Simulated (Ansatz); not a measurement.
# Calculations on Si$_{64}$Ti

## 1. Relaxation

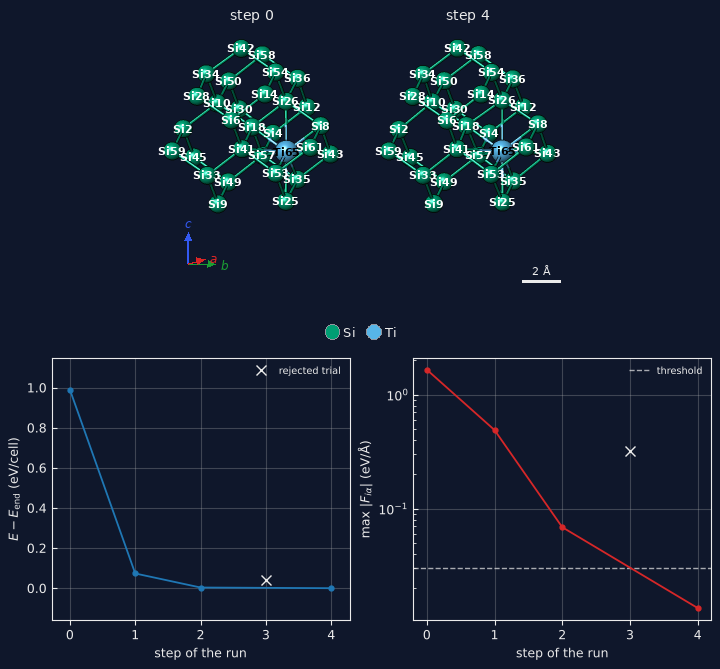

First and last geometry of a relaxation of a defect cell of composition Si64Ti (cell charge +1), with the history of the run. The picture is a ball-and-stick view of the atoms within 5.0 Å of the atom that moves most (axes of the cell of the calculation), seen from a free direction.

The calculation used DFT, PBEsol, PAW, plane waves (Ansatz). Settings: plane-wave cutoff 420 eV; k-point mesh 1 × 1 × 1; mesh shifted by (0.25, 0.25, 0.25); collinear spin; atoms relaxed in a fixed cell; force threshold 0.03 eV/Å; at most 80 steps.

**Did the run converge, and what did it change?**

It converged. After 3 accepted moves (4 points after the start) the energy has fallen by 0.990 eV per cell of the calculation. The largest force component goes from 1.7 to 0.013 eV/Å. The line search rejected the trial step at point 3 of the run. The atom that moves furthest is Si18 (0.14 Å along [−3 −2 2]). Largest moves by element: Si 0.14 Å, Ti 0.02 Å. The cell doesn't change. Some distances before and after: Si53–Ti65 2.341 → 2.472 Å, Si35–Si43 2.283 → 2.407 Å, Si18–Ti65 2.353 → 2.471 Å, Si8–Ti65 2.346 → 2.458 Å. Bond angles that change, for instance: Si18–Si57–Si35 108.9° → 113.6°, Si8–Si26–Si18 109.6° → 113.2°, Si36–Si26–Si54 107.7° → 111.3°. Cost: 5.3 s on 1 × NVIDIA GB200 with 8 threads of Arm Neoverse-V2, peak memory 1.9 GiB.

```json
{"step": "0", "E − E(0), meV/atom": "0.00", "largest force component, eV/Å": "1.6570", "note": ""}
{"step": "1", "E − E(0), meV/atom": "-14.11", "largest force component, eV/Å": "0.4899", "note": ""}
{"step": "2", "E − E(0), meV/atom": "-15.19", "largest force component, eV/Å": "0.0689", "note": ""}
{"step": "3", "E − E(0), meV/atom": "-14.62", "largest force component, eV/Å": "0.3195", "note": "rejected"}
{"step": "4", "E − E(0), meV/atom": "-15.24", "largest force component, eV/Å": "0.0135", "note": ""}
```

Limits of the set-up: the cell is charged, on a uniform background, and energies carry no finite-size correction.

## 2. Relaxation

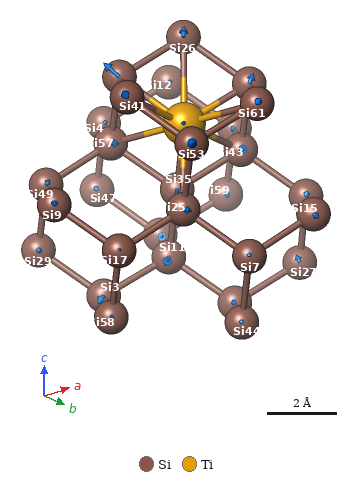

A relaxation of a defect cell of composition Si$_{64}$Ti (cell charge −1). The starting structure is drawn; blue arrows show the displacements, 5 times their true length.

A ball-and-stick model of the atoms within 5.0 Å of the atom that moves most (axes of the cell of the calculation), seen from a free direction.

Theory: DFT, PBEsol, PAW, plane waves (Ansatz). Settings: plane-wave cutoff 420 eV; k-point mesh 1 × 1 × 1; mesh shifted by (0.25, 0.25, 0.25); collinear spin; atoms relaxed in a fixed cell; force threshold 0.03 eV/Å; at most 80 steps.

> Atoms of which element are displaced furthest, and by how much?

Silicon: up to 0.14 Å, against 0.02 Å for titanium.

> What happened in the run?

The energy falls by 0.919 eV per cell of the calculation in 3 geometry steps. The largest force component goes from 1.6 to 0.028 eV/Å. The atom that moves furthest is a Si atom (0.14 Å along [−1 1 −1]). Largest moves by element: Si 0.14 Å, Ti 0.02 Å. The cell doesn't change. Near-neighbour distances that change, for instance: Si–Ti 2.363 → 2.502 Å, Si–Ti 2.341 → 2.462 Å, Si–Si 2.283 → 2.384 Å, Si–Si 2.307 → 2.397 Å. Bond angles that change, for instance: Si–Si–Si 108.9° → 115.7°, Si–Si–Si 110.4° → 115.6°, Si–Si–Si 110.6° → 106.0°. The run took 5.2 s on 1 × NVIDIA GB200 with 8 threads of Arm Neoverse-V2, peak memory 1.9 GiB.

Limits of the set-up: the cell is charged, on a uniform background, and energies carry no finite-size correction.

## 3. Defect

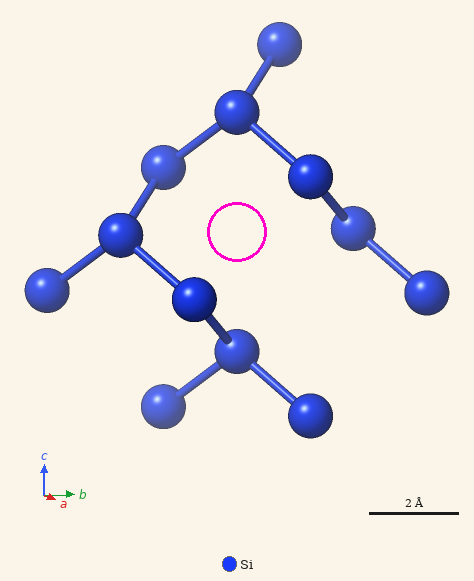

Perfect Si. A ball-and-stick model of the atoms within 4.6 Å of one point, in a slice 3.4 Å thick across the line of sight, seen slightly off an axis.

Computed with Ansatz, DFT, PBEsol, PAW, plane waves. Settings: plane-wave cutoff 420 eV; k-point mesh 1 × 1 × 1; mesh shifted by (0.25, 0.25, 0.25); collinear spin. Fermi-Dirac smearing of 0.01 eV. A uniform background neutralises the charged cell. The axes drawn are those of the host's conventional cell.

An extra titanium atom is put between the host's atoms (an interstitial) at the ringed place, in charge state −1. The supercell has 64 sites, and the atoms are relaxed at the host's cell.

Predict the relaxed surroundings of the defect.

Answer. The Ti atom starts with 10 Si at 2.35 to 2.72 Å around its place and ends with 10 Si at 2.40 to 2.77 Å. Of the host's atoms, a silicon atom moves furthest from its site, by 0.15 Å. The cell's net moment is 1.00 μB.

The relaxed defect, seen from the same direction:

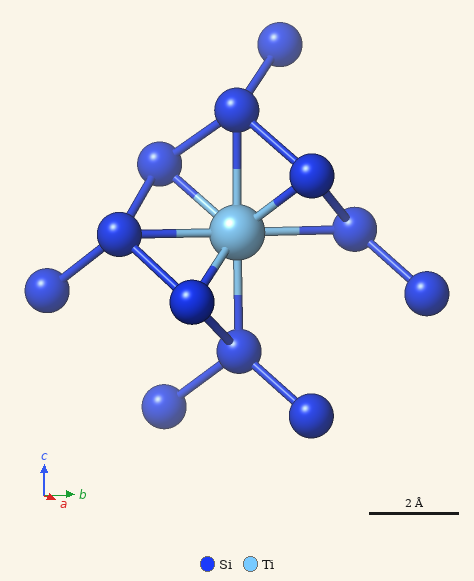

Limits of the set-up: the cell is charged, on a uniform background, and energies carry no finite-size correction.
